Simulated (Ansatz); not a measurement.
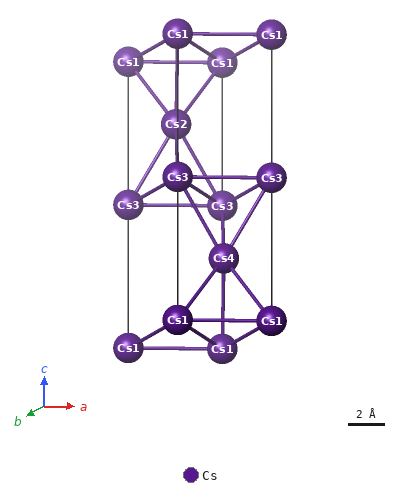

Fig. 1: The structure (ball-and-stick view of the cell of the calculation, seen at an oblique angle; atoms are numbered from 1 in the order of the input). Near neighbours in the crystal (not all of them lie inside the picture): Cs has 12 Cs at 5.25 to 5.27 Å.

## What a change does: single-point calculation on Cs

System: Cs (P6₃/mmc, 4 atoms in the cell).
Method of the first run: DFT PBE+D3(BJ), scalar-relativistic, plane waves, PAW, no spin polarisation (Ansatz 0.2.0).

The structure was made by swapping elements on the sites of another compound; it need not be a known phase. Text and figures count atoms from 1; the logs count them from 0 in places.

### The input, the first run
```yaml
crystal:
  lattice:
    - [5.2673035949, 0.0, 0.0]
    - [-2.6336517975, 4.5616187226, 0.0]
    - [0.0, 0.0, 17.1355324321]
  atoms:
    - { symbol: Cs, position: [0.0, 0.0, 0.0] }
    - { symbol: Cs, position: [0.3333333333, 0.6666666667, 0.75] }
    - { symbol: Cs, position: [0.0, 0.0, 0.5] }
    - { symbol: Cs, position: [0.6666666667, 0.3333333333, 0.25] }
basis:
  ecutwfc: 420
kpoints:
  mp_grid: { grid: [6, 6, 1] }
hamiltonian:
  xc: pbe
  dispersion: d3bj
scf:
  occupations: { method: gaussian, width: 0.1 }
output:
  forces: true
  stress: true
  eigenvalues: true
```

Launched with:
```bash
ansatz run input.yaml --threads 1 --pin off --max-ram 2560MiB --backend cpu --events-out ev --progress --plain --runs-dir out
```

Hardware: 1 thread of Intel Xeon (Sapphire Rapids), 16 GiB of memory available, shared host.

### Output, shortened to warnings, some set-up lines, iterations and results (the first run)
```
Basis set: ecut = 420 eV, 8031 PW (Γ), exchange–correlation on 72×72×240 points (8 copies of the dense FFT grid, shifted against one another)
Symmetry: 24 space group operations
k-points: 7 of 36
Initial density: superposition of atomic densities (neutral atoms: chi_scale 0, normalization atom), corrected by the library's trained network
[...]
SCF iter   1: F=—  HF=-22683.458900 eV  |F-HF|=—  |Δ(HF+E_count)|=         —  Δρ=2.76e-4  dr2=6.35e-4  ethr=1.77e-3  ⟨swp⟩=6.6  Hψ=761  notcnv=0
SCF iter   2: F=—  HF=-22683.458614 eV  |F-HF|=—  |Δ(HF+E_count)|=   2.86e-4  Δρ=1.72e-4  dr2=3.56e-4  ethr=1.76e-6  ⟨swp⟩=3.3  Hψ=385  notcnv=0
SCF iter   3: F=—  HF=-22683.458769 eV  |F-HF|=—  |Δ(HF+E_count)|=   1.55e-4  Δρ=6.37e-5  dr2=2.96e-5  ethr=9.89e-7  ⟨swp⟩=3.0  Hψ=292  notcnv=0
SCF iter   4: F=—  HF=-22683.458842 eV  |F-HF|=—  |Δ(HF+E_count)|=   7.35e-5  Δρ=2.15e-5  dr2=5.12e-6  ethr=8.22e-8  ⟨swp⟩=1.9  Hψ=169  notcnv=0
SCF iter   5: F=—  HF=-22683.458845 eV  |F-HF|=—  |Δ(HF+E_count)|=   3.11e-6  Δρ=6.54e-6  dr2=3.88e-7  ethr=1.42e-8  ⟨swp⟩=2.9  Hψ=278  notcnv=0
SCF iter   6: F=-22683.458845 eV  HF=-22683.458845 eV  |F-HF|=1.31e-9  |Δ(HF+E_count)|=   1.55e-7  Δρ=1.26e-6  dr2=1.66e-8  ethr=2.78e-10  ⟨swp⟩=10.4  Hψ=792  notcnv=0
SCF 1 converged in 6 iterations: F = -22683.458845 eV  dr2 = 1.66e-8
SCF converged after 6 iterations
Free energy (F): -22683.458845 eV
Harris-Foulkes:  -22683.458845 eV  (|F-HF|=1.31e-9)
Internal energy: -22683.448545 eV  (E = F + TS)
E sigma→0 (E₀):  -22683.453695 eV
Entropy (-TS):   -0.010301 eV (-2.575 meV/atom)
Fermi energy:    2.722972 eV
--- Per-component energies (eV) ---
  E_band       = -348.896361
  E_kinetic    = 563.965572
  E_local      = -1490.866801  (includes V_loc(G=0)·N_el)
  E_nonlocal   = 121.117702
  E_hartree    = 519.672839
  E_xc         = -692.171583
  E_vxc        = -499.061209  (∫ρ·V_xc dr)
  E_paw        = -20267.138326  (= ΣΔE_a)
  E_vpaw       = -83.397251  (= ΣTr[D̂ρ^β])
  E_aug_tail   = -0.000005  (compensation charges beyond the density's cutoff)
  E_ewald      = -1437.633608
  E_disp       = -0.394333  (pairwise vdW)
  E_smearing   = -0.010301  (= −TS)
  E_closure    = -0.000000  (closes the sum)
  Σ components = -22683.458845   (vs F -22683.458845, Δ=0.00e0)
--- Forces (eV/Å), atoms counted from 1 ---
  atom   1  Cs     0.00000000    -0.00000000    -0.00000000
  atom   2  Cs     0.00000000    -0.00000000     0.00000000
  atom   3  Cs     0.00000000    -0.00000000     0.00000000
  atom   4  Cs    -0.00000000     0.00000000     0.00000000
  max |Σ_I F_I| component: 2.63e-31 eV/Å
--- Stress (GPa, compression-positive) ---
        0.219659      -0.000000       0.000000
       -0.000000       0.219659       0.000000
       -0.000000       0.000000       0.123229
  P = ⅓ Tr σ = 0.1875 GPa (1.875 kbar)
```

The input of the second run differs as follows (lines with − go, lines with + come):
```diff
-    - [5.2673035949, 0.0, 0.0]
-    - [-2.6336517975, 4.5616187226, 0.0]
-    - [0.0, 0.0, 17.1355324321]
+    - [5.3920502378, 0.0, 0.0]
+    - [-2.6960251189, 4.6696524844, 0.0]
+    - [0.0, 0.0, 17.5094364831]
-  mp_grid: { grid: [6, 6, 1] }
+  mp_grid: { grid: [12, 12, 4], shift: [0.5, 0.5, 0.5] }
```

What does this change do to the results?

With the same functional and potentials, the second run lies 7.4 meV per atom higher (other lines of the input change too). The pressure goes from 0.19 to 0.01 GPa. The volume per atom goes from 102.93 to 110.22 Å³. The SCF takes 8 iterations against 6. The irreducible k-points go from 7 to 84. The plane waves at Γ go from 8031 to 8537. On the same kind of shared host the second run took about 11 times as long.

### Output, shortened to warnings, some set-up lines, iterations and results (the second run)
```
Warning: crystal.symmetry: narrowed to the stabiliser of the k-point mesh — unitary ops 24 → 8; excluded 16 operations that carry a point of the 12×12×4 mesh (shift [0.5, 0.5, 0.5]) off the mesh (the run samples exactly the mesh kpoints.mp_grid names, as under crystal.symmetry.detect: false, and its converged state has the mesh's symmetry, not the crystal's; ε∞, the Born charges and the force …
Basis set: ecut = 420 eV, 8537 PW (Γ), exchange–correlation on 80×80×240 points (8 copies of the dense FFT grid, shifted against one another)
Symmetry: 8 space group operations
k-points: 84 of 576
Initial density: superposition of atomic densities (neutral atoms: chi_scale 0, normalization atom), corrected by the library's trained network
[...]
SCF iter   1: F=—  HF=-22683.428710 eV  |F-HF|=—  |Δ(HF+E_count)|=         —  Δρ=2.99e-4  dr2=6.17e-4  ethr=1.77e-3  ⟨swp⟩=6.7  Hψ=8992  notcnv=0
SCF iter   2: F=—  HF=-22683.428884 eV  |F-HF|=—  |Δ(HF+E_count)|=   1.74e-4  Δρ=1.45e-4  dr2=1.98e-4  ethr=1.71e-6  ⟨swp⟩=3.8  Hψ=5504  notcnv=0
SCF iter   3: F=—  HF=-22683.429021 eV  |F-HF|=—  |Δ(HF+E_count)|=   1.37e-4  Δρ=5.16e-5  dr2=4.72e-5  ethr=5.49e-7  ⟨swp⟩=2.9  Hψ=3487  notcnv=0
SCF iter   4: F=—  HF=-22683.429089 eV  |F-HF|=—  |Δ(HF+E_count)|=   6.85e-5  Δρ=2.53e-5  dr2=1.07e-5  ethr=1.31e-7  ⟨swp⟩=2.5  Hψ=2689  notcnv=0
SCF iter   5: F=—  HF=-22683.429091 eV  |F-HF|=—  |Δ(HF+E_count)|=   2.22e-6  Δρ=8.15e-6  dr2=1.03e-6  ethr=2.96e-8  ⟨swp⟩=2.8  Hψ=3389  notcnv=0
SCF iter   6: F=—  HF=-22683.429092 eV  |F-HF|=—  |Δ(HF+E_count)|=   3.54e-7  Δρ=4.88e-6  dr2=3.46e-7  ethr=2.86e-9  ⟨swp⟩=1.9  Hψ=2126  notcnv=0
SCF iter   7: F=—  HF=-22683.429092 eV  |F-HF|=—  |Δ(HF+E_count)|=   3.49e-9  Δρ=2.85e-6  dr2=1.01e-7  ethr=9.61e-10  ⟨swp⟩=1.8  Hψ=1943  notcnv=0
SCF iter   8: F=-22683.429092 eV  HF=-22683.429092 eV  |F-HF|=4.35e-9  |Δ(HF+E_count)|=   3.29e-9  Δρ=1.10e-6  dr2=1.58e-8  ethr=2.78e-10  ⟨swp⟩=8.0  Hψ=7901  notcnv=0
SCF 1 converged in 8 iterations: F = -22683.429092 eV  dr2 = 1.58e-8
SCF converged after 8 iterations
Free energy (F): -22683.429092 eV
Harris-Foulkes:  -22683.429092 eV  (|F-HF|=4.35e-9)
Internal energy: -22683.402983 eV  (E = F + TS)
E sigma→0 (E₀):  -22683.416037 eV
Entropy (-TS):   -0.026109 eV (-6.527 meV/atom)
Fermi energy:    2.421742 eV
--- Per-component energies (eV) ---
  E_band       = -361.133877
  E_kinetic    = 563.359655
  E_local      = -1542.996237  (includes V_loc(G=0)·N_el)
  E_nonlocal   = 120.977723
  E_hartree    = 539.670298
  E_xc         = -691.743629
  E_vxc        = -498.486814  (∫ρ·V_xc dr)
  E_paw        = -20267.079063  (= ΣΔE_a)
  E_vpaw       = -83.330719  (= ΣTr[D̂ρ^β])
  E_aug_tail   = -0.000005  (compensation charges beyond the density's cutoff)
  E_ewald      = -1405.222435
  E_disp       = -0.369291  (pairwise vdW)
  E_smearing   = -0.026109  (= −TS)
  E_closure    = 0.000000  (closes the sum)
  Σ components = -22683.429092   (vs F -22683.429092, Δ=0.00e0)
--- Forces (eV/Å), atoms counted from 1 ---
  atom   1  Cs     0.00000000    -0.00000000     0.00000000
  atom   2  Cs    -0.00032464     0.00018743    -0.00000000
  atom   3  Cs     0.00000000    -0.00000000     0.00000000
  atom   4  Cs     0.00032464    -0.00018743     0.00000000
  max |Σ_I F_I| component: 7.89e-31 eV/Å
--- Stress (GPa, compression-positive) ---
       -0.004645       0.008730      -0.000000
        0.008730       0.005436       0.000000
       -0.000000       0.000000       0.021187
  P = ⅓ Tr σ = 0.0073 GPa (0.073 kbar)
```

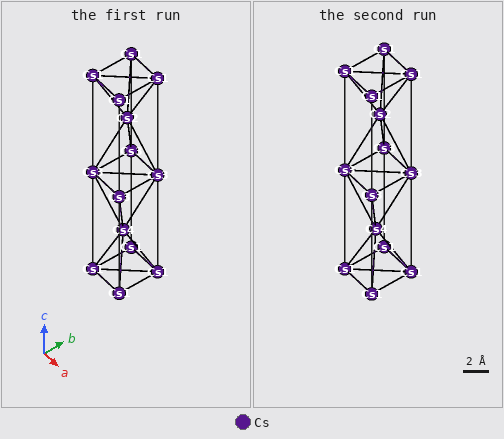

Fig. 2: The two input geometries at one scale (ball-and-stick view of the cell of the calculation, seen at an oblique angle). No atom moves by more than 0.005 Å relative to the cell. Cell: a = b 5.267 → 5.392 Å (+2.4 %), c 17.136 → 17.509 Å (+2.2 %). Volume +7.1 %. Among the contacts that change: Cs1–Cs1 5.267 → 5.392 Å, Cs1–Cs2 5.254 → 5.371 Å.

### The two runs side by side

| quantity | the first run | the second run |
| --- | --- | --- |
| outcome | converged | converged |
| free energy per atom (eV) | −5670.8647 | −5670.8573 |
| energy per atom, smearing taken to zero (eV) | −5670.8634 | −5670.8540 |
| gap on the mesh (eV) | 0.00 | 0.00 |
| pressure (GPa) | 0.19 | 0.01 |
| volume per atom (Å³) | 102.93 | 110.22 |
| largest force (eV/Å) | 0.000 | 0.000 |
| SCF iterations | 6 | 8 |
| irreducible k-points | 7 | 84 |
| plane waves at Γ | 8031 | 8537 |
| wall time (shared host) | 3 s | 33 s |

For the second run: Warnings: the k-point mesh lowers the symmetry that the run can use.
